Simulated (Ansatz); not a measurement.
System: TaN, space group P6/mmm (No. 191).

The given structure:
```yaml
crystal:
  lattice:
    - [5.18500, 0.00000, 0.00000]
    - [-2.59250, 4.49030, 0.00000]
    - [0.00000, 0.00000, 2.90800]
  atoms:
    - { symbol: Ta, position: [0.00000, 0.00000, 0.00000] }
    - { symbol: Ta, position: [0.33333, 0.66667, 0.50000] }
    - { symbol: Ta, position: [0.66667, 0.33333, 0.50000] }
    - { symbol: N, position: [0.50000, 0.00000, 0.00000] }
    - { symbol: N, position: [0.50000, 0.50000, 0.00000] }
    - { symbol: N, position: [0.00000, 0.50000, 0.00000] }
```

Calculation (Ansatz 0.2.0): periodic Kohn-Sham DFT of a crystal at fixed atoms, scaled to the stated factor times the given cell; pressure positive in compression, energy less spherical unpolarised free atoms. Level: PBE.

```json
{"setting": "method", "value": "all-electron LAPW"}
{"setting": "relativity", "value": "scalar"}
{"setting": "k mesh", "value": "5×5×8"}
{"setting": "occupations", "value": "Fermi–Dirac"}
{"setting": "smearing width", "value": "0.03 eV"}
{"setting": "basis error target", "value": "0.5 (meV/atom)"}
{"setting": "nucleus", "value": "Gaussian"}
```

V(given) is 11.28 Å³/atom.

What does the calculation give for the energy less free atoms and pressure against V/V(given)? The V/V(given) takes the values 0.96, 0.99, 1.02, 1.06.

The energy less free atoms is −9.7200 eV/atom at V/V(given) 0.96 and −9.7747 eV/atom at 1.06; the lowest computed point is at V/V(given) 1.02 (−9.7799 eV/atom), and no other minimum shows among the points. The pressure falls from 25.5 GPa at V/V(given) 0.96 to −7.2 GPa at 1.06, and changes sign near 1.03.

```
V/V(given)  energy less free atoms (eV/atom)  pressure (GPa)
      0.96                           -9.7200            25.5
      0.99                           -9.7613            13.9
      1.02                           -9.7799             3.9
      1.06                           -9.7747            -7.2
```

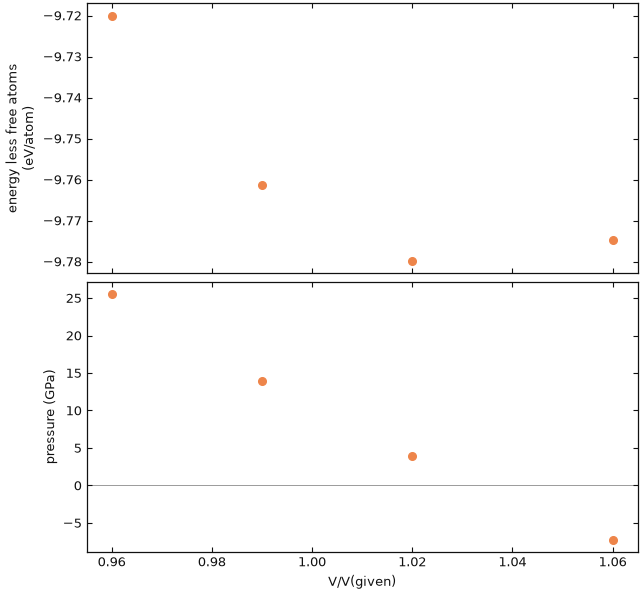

Caveats: no spin-orbit coupling on heavy atoms; shape and atomic fractions are frozen while scaling, which makes layered, chain and framework solids too stiff.
